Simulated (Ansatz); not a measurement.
System GaP (space group Fm-3m, No. 225); source of the atomic positions: the geometry relaxed with DFT, PBEsol, plane waves, PAW in Ansatz.

```
CELL_PARAMETERS angstrom
5.08853 0.00000 0.00000
0.00000 5.08853 0.00000
0.00000 0.00000 5.08853
ATOMIC_POSITIONS crystal
Ga 0.00000 0.00000 0.00000
P 0.50000 0.00000 0.00000
Ga 0.00000 0.50000 0.50000
P 0.50000 0.50000 0.50000
Ga 0.50000 0.00000 0.50000
P 0.00000 0.00000 0.50000
Ga 0.50000 0.50000 0.00000
P 0.00000 0.50000 0.00000
```

Bonds are taken as Ga–P below 2.9 Å; no other contact counts. Simplification: prune 0- and 1-connected atoms, fold 2-connected ones into links.

What net does this leave?

The result is a uninodal 6-connected, three-periodic net: Ga and P are 6-connected nodes. It is the pcu net, known from NaCl, ReO3 and the B-X framework of perovskite. It is a single net, without interpenetration.

| node | links | point symbol | coordination sequence |
| --- | --- | --- | --- |
| Ga and P | 6 | 4^12.6^3 | 6 18 38 66 102 |

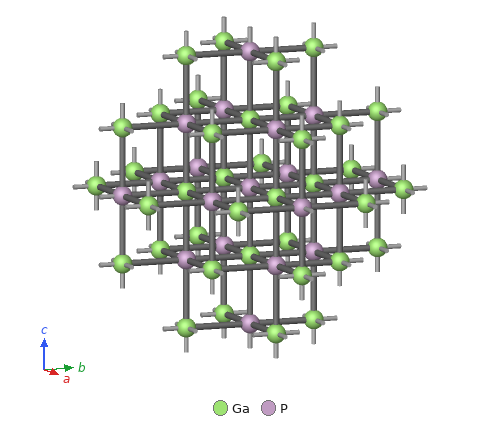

Nodes are coloured by element. Short stubs are edges that leave the cut-out.
